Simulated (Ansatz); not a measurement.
## The perfect armchair BP nanoribbon (N = 4, H/H2 edges)

What gap, if any, does the armchair BP nanoribbon (N = 4, H/H2 edges) have, and how does it change with the functional and under strain?

Calculated with Ansatz 0.2.0; DFT PBE, plane waves, PAW; relaxation of a wire's period, in the first sound run; inputs show where later runs differ.

## (1) Set-up

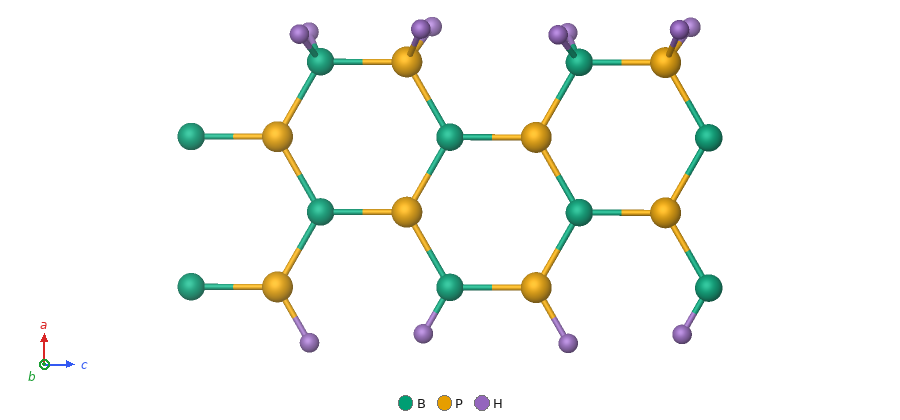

Start, viewed from the side, with the c axis across the page; boron teal, phosphorus orange, hydrogen purple. 1×1×2 cells are drawn. Some periodic images of atoms are drawn too.

The cell holds 14 atoms: 4 B, 4 P and 6 H. Its edges and angles: a = 13.760 Å, b = 9.256 Å, c = 5.580 Å, α = 90.0°, β = 90.0°, γ = 90.0°. Vacuum lies along a and b. The structure's axis is c.

## (2) The relaxed wire

Band widths follow the bond lengths, so the wire is relaxed first. The atoms and the third cell vector are free; the box across stays fixed as vacuum. Moments are seeded so that a magnetic state can form if it lies lower. A Fermi-Dirac smearing is set since the result may be a metal. The pressure printed is a third of the stress's trace over the whole box, vacuum included; only the stress along the axis is relaxed.

input.yaml reads:

```yaml
crystal:
  lattice:
    - [13.76, 0.0, 0.0]
    - [0.0, 9.256, 0.0]
    - [0.0, 0.0, 5.58]
  atoms:
    - { symbol: B, position: [0.341214757, 0.5, 0.0], spin: 0.5 }
    - { symbol: B, position: [0.575343718, 0.5, 0.0] }
    - { symbol: P, position: [0.341214757, 0.5, 0.333333333], spin: 0.5 }
    - { symbol: P, position: [0.575343718, 0.5, 0.333333333] }
    - { symbol: H, position: [0.736968226, 0.6019879, 0.43655914] }
    - { symbol: H, position: [0.736968226, 0.3980121, 0.43655914] }
    - { symbol: H, position: [0.254360465, 0.5, 0.456989247] }
    - { symbol: B, position: [0.458279238, 0.5, 0.5] }
    - { symbol: B, position: [0.692408198, 0.5, 0.5], spin: -0.5 }
    - { symbol: P, position: [0.458279238, 0.5, 0.833333333] }
    - { symbol: P, position: [0.692408198, 0.5, 0.833333333], spin: -0.5 }
    - { symbol: H, position: [0.26883618, 0.5, 0.896953405] }
    - { symbol: H, position: [0.745653656, 0.621866897, 0.909139785] }
    - { symbol: H, position: [0.745653656, 0.378133103, 0.909139785] }
magnetization:
  spin_polarized: true
kpoints:
  mp_grid: { grid: [1, 1, 15] }
scf:
  occupations: { method: fermi_dirac, width: 0.05 }
hamiltonian:
  xc: pbe
relax:
  cell: { fix: [a, b, alpha, beta, gamma] }
  max_steps: 60
```

On the command line:

```sh
> ansatz run input.yaml --threads 8 --pin off --max-ram 16384MiB --backend cpu --events-out ev --progress --plain --runs-dir out
```

Numbers of over 12 decimals in the logs are rounded to 6 here.

Log:

```text
Engine: ansatz 0.2.0, aarch64-unknown-linux-gnu
Pseudopotentials: kind: paw
Pseudopotential: B, paw, valence charge 3, recommended cutoff 420 eV (normal), B.paw.azcp
Pseudopotential: P, paw, valence charge 5, recommended cutoff 420 eV (normal), P.paw.azcp
Pseudopotential: H, paw, valence charge 1, recommended cutoff 420 eV (normal), H.paw.azcp
Functional definition: PBE
  parameter kappa = 0.804
  parameter beta = 0.066725
  exchange = pbe_x(kappa = kappa, mu = beta*pi^2/3)
  correlation = pbe_c(beta = beta)
Crystal: 14 atoms, lattice volume = 710.683 Å³
Basis set: ecut = 420 eV, 13905 PW (Γ), exchange–correlation on 192×128×80 points (8 copies of the dense FFT grid, shifted against one another)
Bands: 34, of which v1, the nominal top of the filled ones, is band 19 counted from 1 (18 counted from 0)
Symmetry: 2 space group operations
Space group: Pm (ITA 6), of the structure as read, at distance tolerance 8.9e-5 Å
Magnetic group: BNS 6.18 (UNI 25), of the structure as read, at distance tolerance 8.9e-5 Å
k-points: 8 of 15 (time reversal used)
Non-local potential: B, projectors of the file, l = 0: 2, l = 1: 2, l = 2: 1
Non-local potential: P, projectors of the file, l = 0: 2, l = 1: 2, l = 2: 2
Non-local potential: H, projectors of the file, l = 0: 2, l = 1: 1
PAW form: soft (Blöchl's): semilocal exchange-correlation on the pseudo side does not see the compensation charge
PAW one-centre angular grid: B, 110 points (default); XC on 64 Gauss nodes
PAW one-centre angular grid: P, 110 points (default); XC on 64 Gauss nodes
PAW one-centre angular grid: H, 110 points (default); XC on 64 Gauss nodes
Initial density: superposition of atomic densities (neutral atoms: chi_scale 0, normalization atom)
Starting moments: Σ|m| = 2 μB on 4 of 14 sites
Starting magnetic order: compensated ferrimagnet; no operation exchanges its spin sublattices
Initial wavefunctions: pseudopotential atomic-orbital guess
Functional: x = pbe(κ = 0.804, μ = 0.219515), c = pbe(β = 0.066725)
SCF iter   1: F=—  HF=-3747.979959 eV  |F-HF|=—  |Δ(HF+E_count)|=         —  Δρ=2.37e-2 (↑2.37e-2 ↓2.31e-2)  dr2=1.86e1  dr2_m=1.46e-1  M=0.000 μB ∫|m|=0.353 μB  β_m=0.30  ethr=3.10e-3  ⟨swp⟩=9.4  Hψ=3712  notcnv=0  defer=70
preconditioner: auto → Resta (q_TF=auto, 1.675 Å⁻¹)  ε∞=1.6  [insulator: Δε(μ)=0.885 eV  Ē_g=11.181 eV  σ=0.050 eV  W_gap=1.00  n_scr=60 (ndim 8)  ℏωp=8.4 eV  f_vac=0.609  D(μ)=0.00/eV (n_scr^D=0)  ε∞_Penn≈1.6  vacuum switching on, ρ_ref=9.1e-3 e/Å³]
spin=Collinear: Resta preconditioning applied to the charge; magnetization (m = ρ↑ − ρ↓) channel mixes plain (no charge-response kernel on spin).
SCF iter   2: F=—  HF=-3743.345223 eV  |F-HF|=—  |Δ(HF+E_count)|=    4.63e0  Δρ=1.41e-2 (↑1.41e-2 ↓1.38e-2)  dr2=5.23e0  dr2_m=7.78e-2  M=0.000 μB ∫|m|=0.268 μB  β_m=0.30  ethr=3.10e-3  ⟨swp⟩=3.8  Hψ=1211  notcnv=0  defer=130
SCF iter   3: F=—  HF=-3741.645803 eV  |F-HF|=—  |Δ(HF+E_count)|=    1.70e0  Δρ=5.64e-3 (↑5.59e-3 ↓5.64e-3)  dr2=5.71e-1  dr2_m=4.09e-2  M=0.000 μB ∫|m|=0.212 μB  β_m=0.30  ethr=3.10e-3  ⟨swp⟩=4.9  Hψ=1335  notcnv=0  defer=129
SCF iter   4: F=—  HF=-3741.514800 eV  |F-HF|=—  |Δ(HF+E_count)|=   1.31e-1  Δρ=2.53e-3 (↑2.39e-3 ↓2.53e-3)  dr2=6.68e-2  dr2_m=2.18e-2  M=0.000 μB ∫|m|=0.167 μB  β_m=0.30  ethr=1.50e-3  ⟨swp⟩=4.7  Hψ=1071  notcnv=0  defer=112
SCF iter   5: F=—  HF=-3741.517828 eV  |F-HF|=—  |Δ(HF+E_count)|=   3.03e-3  Δρ=1.46e-3 (↑1.46e-3 ↓1.38e-3)  dr2=5.85e-3  dr2_m=1.17e-2  M=0.000 μB ∫|m|=0.133 μB  β_m=0.30  ethr=1.76e-4  ⟨swp⟩=3.0  Hψ=903  notcnv=0  defer=112
SCF iter   6: F=—  HF=-3741.526021 eV  |F-HF|=—  |Δ(HF+E_count)|=   8.19e-3  Δρ=1.03e-3 (↑1.03e-3 ↓1.03e-3)  dr2=1.51e-3  dr2_m=6.46e-3  M=0.000 μB ∫|m|=0.105 μB  β_m=0.30  ethr=1.54e-5  ⟨swp⟩=2.4  Hψ=828  notcnv=0  defer=109
SCF iter   7: F=—  HF=-3741.530518 eV  |F-HF|=—  |Δ(HF+E_count)|=   4.50e-3  Δρ=7.53e-4 (↑7.53e-4 ↓7.37e-4)  dr2=1.80e-4  dr2_m=3.58e-3  M=0.000 μB ∫|m|=0.083 μB  β_m=0.30  ethr=3.98e-6  ⟨swp⟩=2.0  Hψ=728  notcnv=0  defer=109
Mixer restart at iter 7: flushing history
spin-set hold released at iteration 7 (site moments contracting): the magnetisation degrees of freedom join the quasi-Newton model from the next iteration; the mixer history was flushed
SCF iter   8: F=—  HF=-3741.532979 eV  |F-HF|=—  |Δ(HF+E_count)|=   2.46e-3  Δρ=5.61e-4 (↑5.61e-4 ↓5.55e-4)  dr2=5.61e-5  dr2_m=2.02e-3  M=0.000 μB ∫|m|=0.066 μB  β_m=0.65  ethr=4.73e-7  ⟨swp⟩=2.2  Hψ=772  notcnv=0  defer=109
SCF iter   9: F=—  HF=-3741.536351 eV  |F-HF|=—  |Δ(HF+E_count)|=   3.37e-3  Δρ=6.91e-5 (↑6.91e-5 ↓5.83e-5)  dr2=4.48e-5  dr2_m=2.33e-5  M=-0.000 μB ∫|m|=0.011 μB  β_m=0.64  ethr=1.48e-7  ⟨swp⟩=4.0  Hψ=1176  notcnv=0  defer=109
SCF iter  10: F=—  HF=-3741.536389 eV  |F-HF|=—  |Δ(HF+E_count)|=   3.80e-5  Δρ=3.77e-5 (↑3.36e-5 ↓3.77e-5)  dr2=2.66e-5  dr2_m=7.25e-6  M=-0.000 μB ∫|m|=0.006 μB  β_m=0.63  ethr=1.18e-7  ⟨swp⟩=2.2  Hψ=740  notcnv=0  defer=109
SCF iter  11: F=—  HF=-3741.536397 eV  |F-HF|=—  |Δ(HF+E_count)|=   7.82e-6  Δρ=2.00e-5 (↑2.00e-5 ↓1.85e-5)  dr2=3.33e-6  dr2_m=2.18e-6  M=-0.000 μB ∫|m|=0.004 μB  β_m=0.63  ethr=7.00e-8  ⟨swp⟩=2.5  Hψ=740  notcnv=0  defer=109
SCF iter  12: F=—  HF=-3741.536401 eV  |F-HF|=—  |Δ(HF+E_count)|=   3.95e-6  Δρ=8.56e-6 (↑7.24e-6 ↓8.56e-6)  dr2=3.44e-7  dr2_m=3.78e-7  M=-0.000 μB ∫|m|=0.002 μB  β_m=0.64  ethr=8.76e-9  ⟨swp⟩=2.0  Hψ=752  notcnv=0  defer=109
SCF iter  13: F=—  HF=-3741.536402 eV  |F-HF|=—  |Δ(HF+E_count)|=   8.44e-7  Δρ=3.20e-6 (↑3.20e-6 ↓2.38e-6)  dr2=3.72e-8  dr2_m=4.79e-8  M=0.000 μB ∫|m|=0.001 μB  β_m=0.69  ethr=2.63e-10  ⟨swp⟩=5.6  Hψ=1833  notcnv=0
SCF iter  14: F=—  HF=-3741.536402 eV  |F-HF|=—  |Δ(HF+E_count)|=   1.24e-7  Δρ=1.54e-6 (↑1.33e-6 ↓1.54e-6)  dr2=3.88e-9  dr2_m=1.32e-8  M=0.000 μB ∫|m|=0.001 μB  β_m=0.84  ethr=9.79e-11  ⟨swp⟩=4.8  Hψ=1560  notcnv=0
SCF iter  15: F=—  HF=-3741.536402 eV  |F-HF|=—  |Δ(HF+E_count)|=   4.60e-8  Δρ=7.76e-7 (↑7.76e-7 ↓6.23e-7)  dr2=8.99e-9  dr2_m=2.60e-9  M=0.000 μB ∫|m|=0.000 μB  β_m=0.79  ethr=1.02e-11  ⟨swp⟩=4.0  Hψ=1491  notcnv=0
SCF iter  16: F=—  HF=-3741.536402 eV  |F-HF|=—  |Δ(HF+E_count)|=   7.66e-9  Δρ=2.72e-7 (↑2.50e-7 ↓2.72e-7)  dr2=1.43e-9  dr2_m=3.30e-10  M=0.000 μB ∫|m|=0.000 μB  β_m=0.73  ethr=1.02e-11  ⟨swp⟩=4.0  Hψ=1343  notcnv=0
SCF iter  17: F=—  HF=-3741.536402 eV  |F-HF|=—  |Δ(HF+E_count)|=  7.83e-10  Δρ=1.23e-7 (↑1.23e-7 ↓1.03e-7)  dr2=1.25e-10  dr2_m=7.19e-11  M=0.000 μB ∫|m|=0.000 μB  β_m=0.75  ethr=3.76e-12  ⟨swp⟩=3.0  Hψ=1201  notcnv=0
[...]
iter 1 solved again at ethr=8.92e-7 eV; its pass at ethr=3.10e-3 eV (dr2=3.39e-4 eV) is discarded
SCF iter   1: F=—  HF=-3741.907681 eV  |F-HF|=—  |Δ(HF+E_count)|=         —  Δρ=5.89e-6 (↑5.89e-6 ↓5.89e-6)  dr2=3.41e-8  dr2_m=2.32e-11  M=0.000 μB ∫|m|=0.000 μB  β_m=0.30  ethr=8.92e-7  ⟨swp⟩=6.0  Hψ=5624  notcnv=0
eigensolver tolerance schedule: the retry pair's looser diagonalisation over-reported the residual by 9938.91 of it (diagonalisation noise at an unbounded share of the residual, at the tolerance the schedule requests for it); recorded, not acted on — ethr = c·dr2/N_el stays at c = 1.0e-1
preconditioner: auto → Resta (q_TF=auto, 1.674 Å⁻¹)  ε∞=1.7  [insulator: Δε(μ)=1.320 eV  Ē_g=10.338 eV  σ=0.050 eV  W_gap=1.00  n_scr=60 (ndim 8)  ℏωp=8.6 eV  f_vac=0.661  D(μ)=0.00/eV (n_scr^D=0)  ε∞_Penn≈1.7  vacuum switching on, ρ_ref=7.8e-3 e/Å³]
spin=Collinear: Resta preconditioning applied to the charge; magnetization (m = ρ↑ − ρ↓) channel mixes plain (no charge-response kernel on spin).
SCF iter   2: F=—  HF=-3741.907819 eV  |F-HF|=—  |Δ(HF+E_count)|=   1.37e-4  Δρ=4.11e-6 (↑4.11e-6 ↓4.11e-6)  dr2=1.52e-8  dr2_m=1.42e-11  M=0.000 μB ∫|m|=0.000 μB  β_m=0.42  ethr=8.98e-11  ⟨swp⟩=3.6  Hψ=1172  notcnv=0
SCF iter   3: F=—  HF=-3741.907918 eV  |F-HF|=—  |Δ(HF+E_count)|=   9.95e-5  Δρ=2.41e-6 (↑2.41e-6 ↓2.41e-6)  dr2=4.34e-9  dr2_m=6.87e-12  M=0.000 μB ∫|m|=0.000 μB  β_m=0.61  ethr=4.00e-11  ⟨swp⟩=3.0  Hψ=990  notcnv=0
SCF iter   4: F=—  HF=-3741.907994 eV  |F-HF|=—  |Δ(HF+E_count)|=   7.57e-5  Δρ=2.78e-7 (↑2.78e-7 ↓2.77e-7)  dr2=5.89e-10  dr2_m=7.42e-13  M=0.000 μB ∫|m|=0.000 μB  β_m=0.65  ethr=1.14e-11  ⟨swp⟩=3.0  Hψ=1036  notcnv=0
SCF iter   5: F=—  HF=-3741.907996 eV  |F-HF|=—  |Δ(HF+E_count)|=   1.79e-6  Δρ=7.76e-8 (↑7.76e-8 ↓7.58e-8)  dr2=3.45e-10  dr2_m=1.92e-13  M=0.000 μB ∫|m|=0.000 μB  β_m=0.58  ethr=1.55e-12  ⟨swp⟩=3.1  Hψ=962  notcnv=0
iter 6 met the thresholds in force, and the SCF goes on: an eigenvalue changes by 0.10 meV, over its tolerance of 0.05 meV (output.eigenvalues, Limitations)
SCF iter   6: F=-3741.907996 eV  HF=-3741.907996 eV  |F-HF|=8.43e-9  |Δ(HF+E_count)|=   9.84e-8  Δρ=3.83e-8 (↑3.83e-8 ↓3.67e-8)  dr2=4.79e-11  dr2_m=9.13e-14  M=0.000 μB ∫|m|=0.000 μB  β_m=0.60  ethr=1.00e-12  ⟨swp⟩=3.6  Hψ=1890  notcnv=0
SCF iter   7: F=-3741.907996 eV  HF=-3741.907996 eV  |F-HF|=2.34e-10  |Δ(HF+E_count)|=   8.22e-9  Δρ=1.72e-8 (↑1.72e-8 ↓1.66e-8)  dr2=7.87e-12  dr2_m=2.72e-14  M=0.000 μB ∫|m|=0.000 μB  ethr=1.00e-12  ⟨swp⟩=3.1  Hψ=1579  notcnv=0
the starting moments were not kept: the SCF closed with an absolute magnetisation of 6.8e-7 μB, where they sum to 2 μB in size (4 sites). That is at most 0.1 of that sum. Measured as dr2_m measures the in/out step, that magnetisation stands 2.1e-14 eV from none, at or under the dr2_threshold of 1.4e-10 eV: it is no larger than a step whose dr2_m would equal this threshold.
SCF 6 converged in 7 iterations: F = -3741.907996 eV  dr2 = 7.87e-12
relax step   6: F+E_penalty+E_count = -3741.90799571 eV  Δ(F+E_penalty+E_count) = -2.470e-4 eV  max|allowed force component| = 7.543e-3 eV/Å  Δτ_max = 0.0000 Å  P = +0.003 GPa  Ω = 711.895 Å³  fix = [a, b, alpha, beta, gamma]  reactions: a -0.003, b +0.010 GPa; beta -0.002 GPa/rad  stress off target by 2.22e-3 GPa on what of the cell is left free  SCF on the basis re-selected at this cell (its energy is not comparable with the rows above)  (7 SCF iters)
basis re-selected at this cell: Δ(F+E_penalty+E_count) = -2.470e-4 eV, ΔP = -0.000 GPa vs the last step (what re-selecting the basis moved, of the pressure what is left beyond the Pulay correction that the steps carried, after the strain that the cell walked since its last selection, with what the two solves' SCF thresholds leave and, on support functions, any second-order correction that the steps lacked; it is no m [...]
SCF converged after 7 iterations
an eigenvalue changed by more than its tolerance at an iteration that met the thresholds in force, so the SCF went on 1 time: the last check found none over its tolerance
Magnetization: 0.0000 μB (19.0000 up, 19.0000 down)
Absolute magnetization: 0.0000 μB (∫|ρ↑−ρ↓|, with the PAW one-centre terms)
Spin contamination: 0.0000 ħ² per cell (⟨S²⟩ above its minimum at these occupations)
Per-site moments (μB) at R_I (Å): [(1.1641118004400547e-8, 0.492965), (3.682048993900993e-8, 0.755060), (-1.2124433691530997e-8, 0.582030), (-3.8593039899045524e-8, 0.755060), (-5.871450194337746e-9, 0.499718), (-5.871450206765611e-9, 0.499718), (5.304567879968446e-9, 0.582030), (4.5542244471855966e-8, 0.758082), (9.79422582202075e-9, 0.499718), (-2.4562809247359556e-8, 0.759156), (-3.3511434986777356e-9, 0.584829), (-4.062305843605826e-9, 0.492965), (2.5279696445823096e-9, 0.584829), (2.5279696272430754e-9, 0.584829)]
Free energy (F): -3741.907996 eV
Harris-Foulkes:  -3741.907996 eV  (|F-HF|=2.34e-10)
Internal energy: -3741.907995 eV  (E = F + TS)
E sigma→0 (E₀):  -3741.907995 eV
Entropy (-TS):   -0.000000 eV (-0.000 meV/atom)
Fermi energy:    -2.317798 eV
--- Per-component energies (eV) ---
  E_band       = -330.850885
  E_kinetic    = 555.680185
  E_local      = -4035.278167  (includes V_loc(G=0)·N_el)
  E_nonlocal   = 192.930241
  E_hartree    = 1730.655472
  E_xc         = -425.272543
  E_vxc        = -460.121003  (∫ρ·V_xc dr)
  E_paw        = -2595.643549  (= ΣΔE_a)
  E_vpaw       = -45.365610  (= ΣTr[D̂ρ^β])
  E_aug_tail   = -0.007601  (compensation charges beyond the density's cutoff)
  E_ewald      = 835.027966
  E_smearing   = -0.000000  (= −TS)
  E_closure    = 0.000000  (closes the sum)
  Σ components = -3741.907996   (vs F -3741.907996, Δ=0.00e0)
--- Forces (eV/Å), atoms counted from 1 ---
  atom   1  B     -0.00258674     0.00000000    -0.00754266
  atom   2  B     -0.00044853    -0.00000000    -0.00309634
  atom   3  P     -0.00192136    -0.00000000     0.00197831
  atom   4  P      0.00478207     0.00000000    -0.00327965
  atom   5  H     -0.00246009    -0.00260067     0.00192440
  atom   6  H     -0.00246009     0.00260067     0.00192440
  atom   7  H      0.00132287    -0.00000000     0.00005301
  atom   8  B      0.00242930    -0.00000000     0.00079579
  atom   9  B     -0.00134786     0.00000000    -0.00020249
  atom  10  P     -0.00190824     0.00000000     0.00017690
  atom  11  P     -0.00014510     0.00000000    -0.00081143
  atom  12  H      0.00120890     0.00000000     0.00538349
  atom  13  H      0.00176799     0.00111432     0.00134745
  atom  14  H      0.00176799    -0.00111432     0.00134745
  max |Σ_I F_I| component: 1.37e-6 eV/Å
--- Stress (GPa, compression-positive) ---
       -0.003214      -0.000000       0.001515
       -0.000000       0.010279       0.000000
        0.001515       0.000000       0.002219
  P = ⅓ Tr σ = 0.0031 GPa (0.031 kbar)
--- Relaxed structure (5 steps of the walk, 5 accepted, 1 SCFs on fresh bases) ---
  F+E_penalty+E_count = -3741.90799571 eV   max|allowed force component| = 7.543e-3 eV/Å   (the final SCF, on the basis selected at the relaxed cell)
  cell:  # Å, volume = 711.8951 Å³
    - [13.76, 0, 0]
    - [0, 9.256, 0]
    - [0, 0, 5.589516]
  atoms:
    - { symbol: B, position: [0.337515, 0.500000, -0.00384755] }
    - { symbol: B, position: [0.568739, 0.500000, 0.00478885] }
    - { symbol: P, position: [0.344687, 0.500000, 0.320754] }
    - { symbol: P, position: [0.573316, 0.500000, 0.332074] }
    - { symbol: H, position: [0.743965, 0.608657, 0.430856] }
    - { symbol: H, position: [0.743965, 0.391343, 0.430856] }
    - { symbol: H, position: [0.256529, 0.500000, 0.449689] }
    - { symbol: B, position: [0.457300, 0.500000, 0.497526] }
    - { symbol: B, position: [0.700405, 0.500000, 0.486527] }
    - { symbol: P, position: [0.454302, 0.500000, 0.834360] }
    - { symbol: P, position: [0.690736, 0.500000, 0.835164] }
    - { symbol: H, position: [0.260819, 0.500000, 0.895827] }
    - { symbol: H, position: [0.745328, 0.615984, 0.932050] }
    - { symbol: H, position: [0.745328, 0.384016, 0.932050] }
```

Elapsed: 47 s, on 8 threads of Arm Neoverse V1, shared host; peak memory 1.5 GiB.

Relaxation path:

```csv
step,energy less that of the first step (eV),largest force component (eV/Å),pressure (GPa),volume (Å³)
1,0.0000,1.4350,0.54,710.68
2,-0.2987,0.7079,0.21,711.04
3,-0.3688,0.1849,0.02,711.40
4,-0.3713,0.0455,0.00,711.77
5,-0.3713,0.0075,0.00,711.90
6*,-0.3716,0.0075,0.00,711.90
```

Relaxation steps marked * repeat the geometry before them on a plane-wave basis chosen anew for their cell, so energy and pressure can jump there.

Forces are held to the 2 operations that the run works with; a distortion that breaks them can't arise in this run.

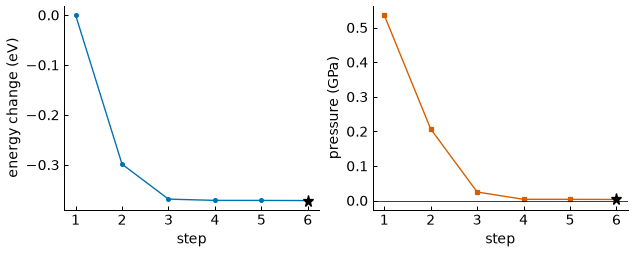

Energy and pressure along the relaxation. Stars mark steps on a basis chosen anew.

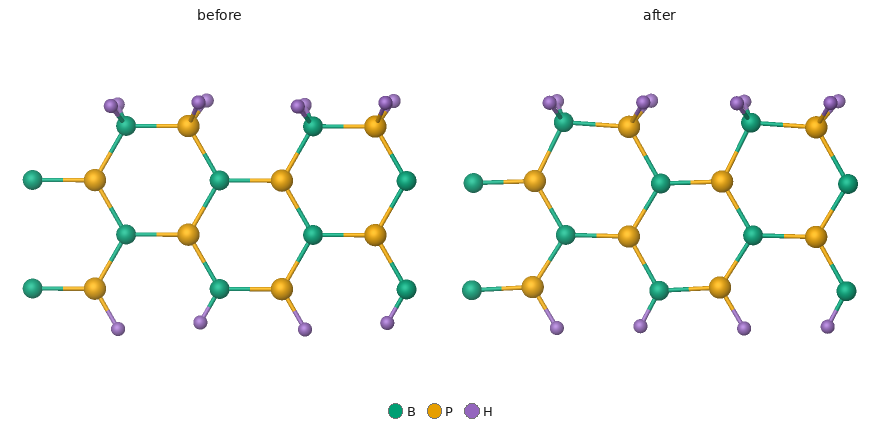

Before and after, at one scale.

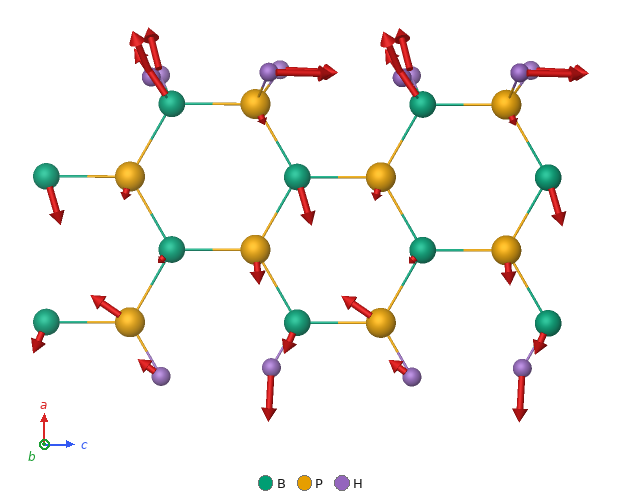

Displacements in the relaxation, exaggerated, measured against the changing cell; the longest in the cell stands for 0.14 Å. 1×1×2 cells are drawn. Some periodic images of atoms are drawn too.

```csv
cell as run,before,after,change
c (Å),5.580,5.590,+0.2 %
```

The atoms that moved most (Å, along periodic axes as changes of fractional coordinates times the final cell, across vacuum about the mean position):

```csv
atom,dx,dy,dz,length
H13,-0.004,-0.054,0.128,0.139
H14,-0.004,0.054,0.128,0.139
B9,0.110,0.000,-0.075,0.133
H5,0.096,0.062,-0.032,0.119
H6,0.096,-0.062,-0.032,0.119
H12,-0.110,0.000,-0.006,0.110
B2,-0.091,0.000,0.027,0.095
P3,0.048,0.000,-0.070,0.085
```

This step gave:

- cell length along the wire: 5.590 Å

The cell's length comes to 5.590 Å with no moment.

(Part 1 of 4 ends here.)

[Logs are printed without paths, hosts, clocks, repeated set-up lines and the standing remarks that a program may print on its own settings, such as how far it seeks lower states.]

[Hosts, paths, dates, database ids (printed as entryN), source tags and the programs' standing remarks are cut or masked in the printed files.]
